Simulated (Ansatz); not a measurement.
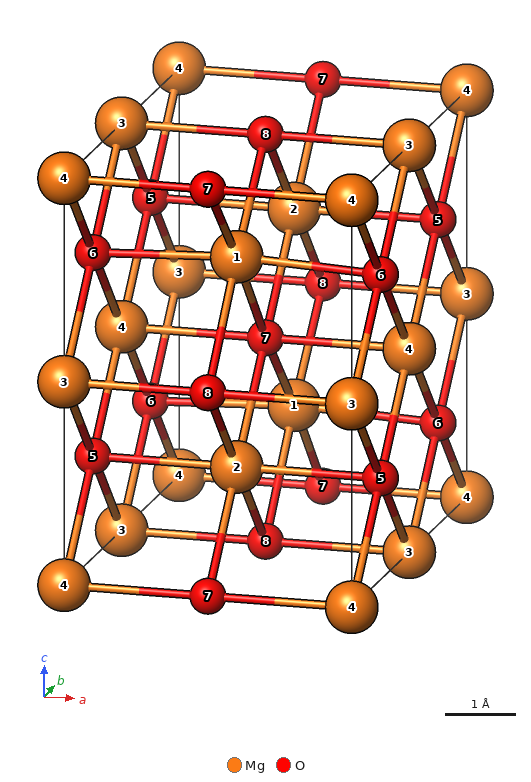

Fig. 1: The structure (ball-and-stick view of the cell 2 times as large as that of the calculation, set on its symmetry axes, seen slightly off an axis; atoms are numbered from 1 in the order of the input). An atom can appear more than once, as a periodic image. Near neighbours in the periodic cell (some may lie outside the picture): Mg has 6 O at 2.07 to 2.21 Å; O has 6 Mg at 2.07 to 2.21 Å.

**Run report: MgO, single-point calculation**

The run: single-point calculation of MgO (Amm2, 8 atoms in the cell). Method and program: DFT PBEsol, scalar-relativistic, plane waves, PAW, no spin polarisation (Ansatz 0.2.0).

The structure derives from an entry of the Crystallography Open Database. It belongs to a series of runs on one base structure; here: atom 1 (Mg) moved +0.100 A along Cartesian [1 1 0]. Figures and captions count atoms from 1; the log counts them from 0 in places.

## The input
```yaml
crystal:
  lattice:
    - [4.2703, 0.0, 0.0]
    - [0.0, -4.2703, 0.0]
    - [0.0, 0.0, -4.2703]
  atoms:
    - { symbol: Mg, position: [0.0165587144, 0.4834412856, 0.5] }
    - { symbol: Mg, position: [0.5, 0.0, 0.5] }
    - { symbol: Mg, position: [0.5, 0.5, 0.0] }
    - { symbol: Mg, position: [0.0, 0.0, 0.0] }
    - { symbol: O, position: [0.5, 0.0, 0.0] }
    - { symbol: O, position: [0.0, 0.5, 0.0] }
    - { symbol: O, position: [0.0, 0.0, 0.5] }
    - { symbol: O, position: [0.5, 0.5, 0.5] }
basis:
  ecutwfc: 420
kpoints:
  mp_grid: { grid: [6, 6, 6] }
hamiltonian:
  xc: pbesol
scf:
  occupations: { method: gaussian, width: 0.05 }
output:
  forces: true
  stress: true
  eigenvalues: true
  write_density: true
  write_potential: true
  elf: true
  volumetric_format: npy
```

Hardware: 2 threads of Intel Xeon @ 2.90GHz (Ice Lake), 192 GiB of memory available, shared host.

Run as:
```bash
ansatz run input.yaml --threads 2 --pin off --max-ram 5120MiB --backend cpu --events-out ev --progress --plain --runs-dir out
```

## The program's output
```
Engine: ansatz 0.2.0, x86_64-unknown-linux-gnu
Pseudopotentials: kind: paw
Pseudopotential: Mg, paw, valence charge 10, recommended cutoff 420 eV (normal), Mg.paw.azcp
Pseudopotential: O, paw, valence charge 6, recommended cutoff 420 eV (normal), O.paw.azcp
Functional definition: PBEsol
  exchange = pbesol_x
  correlation = pbesol_c
Crystal: 8 atoms, lattice volume = 77.871 Å³
Basis set: ecut = 420 eV, 1503 PW (Γ), exchange–correlation on 60×60×60 points (8 copies of the dense FFT grid, shifted against one another)
Bands: 40, of which v1, the nominal top of the filled ones, is band 32 counted from 1 (31 counted from 0)
Symmetry: 4 space group operations
Space group: Amm2 (ITA 38), of the structure as read, at distance tolerance 4.3e-5 Å
k-points: 52 of 216 (time reversal used)
Non-local potential: Mg, projectors of the file, l = 0: 3, l = 1: 2, l = 2: 1
Non-local potential: O, projectors of the file, l = 0: 2, l = 1: 2, l = 2: 1
PAW form: soft (Blöchl's): semilocal exchange-correlation on the pseudo side does not see the compensation charge
PAW frozen core: Mg, regenerated for the run's functional, and the local potential with it (the file was generated under x = pbe(κ = 0.804, μ = 0.2195149727645171), c = pbe(β = 0.06672455060314922))
PAW frozen core: O, regenerated for the run's functional, and the local potential with it (the file was generated under x = pbe(κ = 0.804, μ = 0.2195149727645171), c = pbe(β = 0.06672455060314922))
PAW one-centre angular grid: Mg, 110 points (default); XC on 64 Gauss nodes
PAW one-centre angular grid: O, 110 points (default); XC on 64 Gauss nodes
Initial density: superposition of atomic densities (neutral atoms: chi_scale 0, normalization atom), corrected by the library's trained network
Initial wavefunctions: pseudopotential atomic-orbital guess
Functional: x = pbesol(κ = 0.804, μ = 0.12345679012345678), c = pbesol(β = 0.046)
SCF iter   1: F=—  HF=-9903.425839 eV  |F-HF|=—  |Δ(HF+E_count)|=         —  Δρ=1.41e-2  dr2=1.24e-1  ethr=1.77e-3  ⟨swp⟩=5.9  Hψ=8586  notcnv=0  defer=10
preconditioner: auto → Resta (q_TF=auto, 2.641 Å⁻¹)  ε∞=3.4  [insulator: Δε(μ)=4.122 eV  Ē_g=15.281 eV  σ=0.050 eV  W_gap=1.00  n_scr=26 (ndim 8)  ℏωp=23.8 eV  f_vac=0.000  D(μ)=0.00/eV (n_scr^D=0)  ε∞_Penn≈3.4]
SCF iter   2: F=—  HF=-9903.392407 eV  |F-HF|=—  |Δ(HF+E_count)|=   3.34e-2  Δρ=4.54e-3  dr2=1.58e-2  ethr=1.95e-4  ⟨swp⟩=2.1  Hψ=3027  notcnv=0  defer=150
SCF iter   3: F=—  HF=-9903.388402 eV  |F-HF|=—  |Δ(HF+E_count)|=   4.00e-3  Δρ=9.31e-4  dr2=3.91e-4  ethr=2.47e-5  ⟨swp⟩=2.0  Hψ=2732  notcnv=0  defer=150
SCF iter   4: F=—  HF=-9903.388383 eV  |F-HF|=—  |Δ(HF+E_count)|=   1.91e-5  Δρ=1.43e-4  dr2=1.05e-5  ethr=6.11e-7  ⟨swp⟩=2.1  Hψ=2915  notcnv=0  defer=150
SCF iter   5: F=—  HF=-9903.387248 eV  |F-HF|=—  |Δ(HF+E_count)|=   1.14e-3  Δρ=4.29e-5  dr2=7.51e-7  ethr=1.64e-8  ⟨swp⟩=2.0  Hψ=3594  notcnv=0  defer=150
SCF iter   6: F=-9903.387248 eV  HF=-9903.387248 eV  |F-HF|=7.01e-8  |Δ(HF+E_count)|=   4.55e-7  Δρ=1.21e-5  dr2=7.89e-8  ethr=1.56e-10  ⟨swp⟩=12.3  Hψ=14704  notcnv=0
SCF 1 converged in 6 iterations: F = -9903.387248 eV  dr2 = 7.89e-8
  greatest PAW one-centre occupation: 1.000 electrons in one spin orbital (limit 2), on the Mg atom at site 0 (counted from 0), in its partial waves of l = 0
SCF converged after 6 iterations
Free energy (F): -9903.387248 eV
Harris-Foulkes:  -9903.387248 eV  (|F-HF|=7.01e-8)
Internal energy: -9903.387248 eV  (E = F + TS)
E sigma→0 (E₀):  -9903.387248 eV
Fermi energy:    9.635425 eV
--- Per-component energies (eV) ---
  E_band       = -1202.310717
  E_kinetic    = 1015.328501
  E_local      = -6511.419692  (includes V_loc(G=0)·N_el)
  E_nonlocal   = 574.725043
  E_hartree    = 2249.344375
  E_xc         = -414.089857
  E_vxc        = -533.476718  (∫ρ·V_xc dr)
  E_paw        = -1732.622340  (= ΣΔE_a)
  E_vpaw       = -246.147918  (= ΣTr[D̂ρ^β])
  E_aug_tail   = 0.009781  (compensation charges beyond the density's cutoff)
  E_ewald      = -5085.039659
  E_core_change = 0.376601  (= ΣΔE_core)
  E_smearing   = -0.000000  (= −TS)
  E_closure    = -0.000000  (closes the sum)
  Σ components = -9903.387248   (vs F -9903.387248, Δ=0.00e0)
--- Forces (eV/Å), atoms counted from 1 ---
  atom   1  Mg    -0.59946626    -0.59946626     0.00000000
  atom   2  Mg     0.16738309     0.16738309     0.00000000
  atom   3  Mg     0.16495626    -0.04800886     0.00000000
  atom   4  Mg    -0.04800886     0.16495626     0.00000000
  atom   5  O     -0.01868941    -0.01868941     0.00000000
  atom   6  O      0.10295080     0.10295080     0.00000000
  atom   7  O      0.10063297     0.13023243     0.00000000
  atom   8  O      0.13023243     0.10063297     0.00000000
  max |Σ_I F_I| component: 8.99e-6 eV/Å
--- Stress (GPa, compression-positive) ---
       -5.387658       0.009050       0.000000
        0.009050      -5.387658       0.000000
        0.000000       0.000000      -5.733663
  P = ⅓ Tr σ = -5.5030 GPa (-55.030 kbar)
--- Band table (eV; the first three rows and the last of 52) ---
  k-point 0: bands = ["-64.4884", "-64.4804", "-64.4777", "-64.4656", "-31.4701", "-31.4694", "-31.4683", "-31.4341", "-31.4334", "-31.4314", "-31.4280", "-31.4258", "-31.4248", "-31.4025", "-31.4016", "-31.4013", "-9.4773", "-8.0264", "-8.0246", "-8.0160", "3.5619", "3.5626", "3.5672", "6.2037", "6.2053", "6.2069", "6.2121", "6.2125", "6.2134", "7.5080", "7.5110", "7.5121", "11.7587", "16.4092", "16.4202", "16.4269", "16.9343", "16.9463", "16.9503", "20.0509"]
  k-point 1: bands = ["-64.4879", "-64.4808", "-64.4777", "-64.4657", "-31.4675", "-31.4657", "-31.4657", "-31.4357", "-31.4345", "-31.4321", "-31.4286", "-31.4253", "-31.4243", "-31.4059", "-31.4040", "-31.4028", "-9.3819", "-8.1208", "-8.0120", "-8.0039", "3.6907", "3.6978", "3.7120", "5.9538", "5.9593", "6.0972", "6.1069", "6.2813", "6.2849", "6.9782", "7.4030", "7.4075", "12.3727", "16.6420", "16.7929", "16.8177", "16.8758", "17.3429", "17.3573", "19.9168"]
  k-point 2: bands = ["-64.4866", "-64.4817", "-64.4777", "-64.4660", "-31.4606", "-31.4588", "-31.4555", "-31.4417", "-31.4402", "-31.4331", "-31.4313", "-31.4227", "-31.4214", "-31.4154", "-31.4082", "-31.4068", "-9.1191", "-8.3898", "-7.9829", "-7.9751", "4.0700", "4.0768", "4.1657", "5.3458", "5.3514", "5.8891", "5.8985", "5.9360", "6.4912", "6.4952", "7.1350", "7.1395", "13.6710", "16.2784", "17.3051", "17.7253", "17.7474", "18.3481", "18.3639", "19.4932"]
  k-point 51: bands = ["-64.4854", "-64.4801", "-64.4801", "-64.4665", "-31.4829", "-31.4809", "-31.4791", "-31.4772", "-31.4169", "-31.4166", "-31.4161", "-31.4137", "-31.4132", "-31.4054", "-31.4039", "-31.4030", "-8.2410", "-8.2404", "-8.2387", "-8.2279", "3.0128", "3.0168", "3.0194", "3.0313", "6.8867", "6.8926", "6.8931", "6.8932", "6.8991", "6.9007", "6.9032", "6.9078", "14.9997", "15.0097", "15.0116", "15.0164", "19.5233", "19.5509", "19.5515", "19.5542"]
```

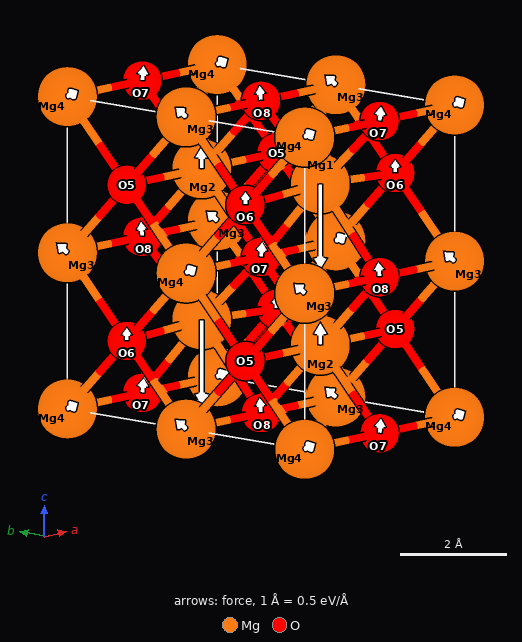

Fig. 2: Forces on the atoms as white arrows (ball-and-stick view of the cell 2 times as large as that of the calculation, set on its symmetry axes, seen at an oblique angle; atoms are numbered from 1 in the order of the input); the smallest are left out. The largest act on Mg1 (0.85 eV/Å). The geometry is not a stationary point of this energy.

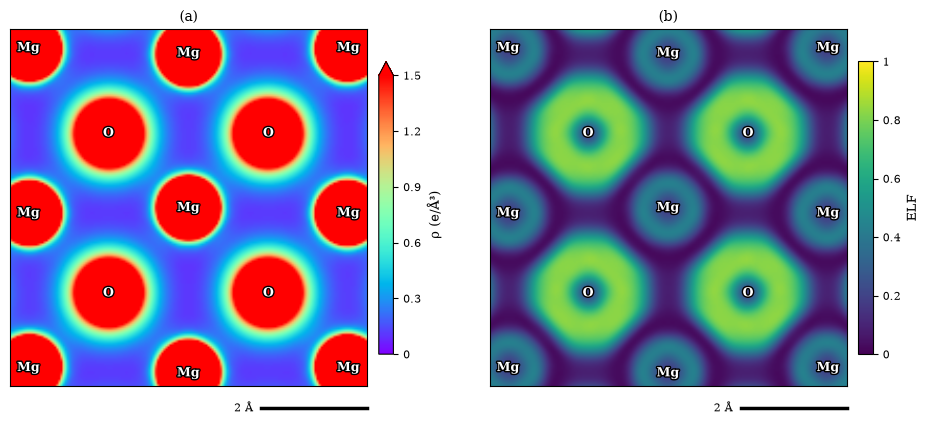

Fig. 3: (a) valence pseudo-density; (b) ELF on the (100) plane of the conventional cell. Atoms in the plane: Mg and O. Mg–O (2.07 Å): the density is about 0.38 e/Å³ at the midpoint; the ELF is about 0.35 at the midpoint. Mg–O (2.14 Å): ρ at the midpoint is about 0.32 e/Å³; the ELF is about 0.35 at the midpoint. Mg–O (2.21 Å): ρ at the midpoint is about 0.27 e/Å³; the ELF is about 0.35 at the midpoint (a largely ionic contact). Away from the nuclei the density in this plane falls to 0.1 e/Å³ at its lowest. In a PAW calculation such maps are meaningful between the atoms, not at the nuclei.

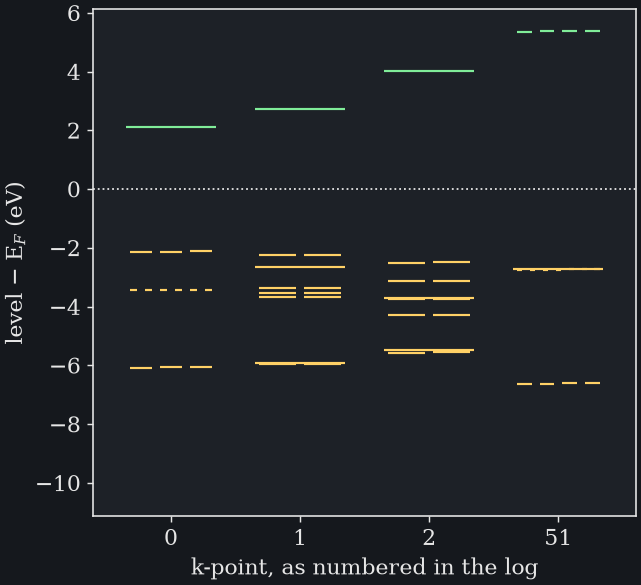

Fig. 4: Kohn–Sham levels near the Fermi level (dotted) at the few k-points that the log prints; levels within 0.02 eV of each other stand side by side. Among these points the highest filled and lowest empty levels are 4.25 eV apart, which is the gap on the mesh.

## Results in brief

| quantity | value |
| --- | --- |
| outcome | converged |
| space group (tolerance 0.01 Å) | Amm2 (38) |
| electrons treated | 64 |
| free energy | −9903.3872 eV |
| Fermi energy | 9.635 eV |
| gap on the k-point mesh | 4.25 eV |
| pressure | −5.50 GPa |
| largest force (length of the vector) | 0.848 eV/Å |
| wall time | 12 s (CPU time 23 s) |
| peak memory | 0.45 GiB |

## Remarks

The cell is under a tension of 5.5 GPa at this level, so it is not at its equilibrium volume.
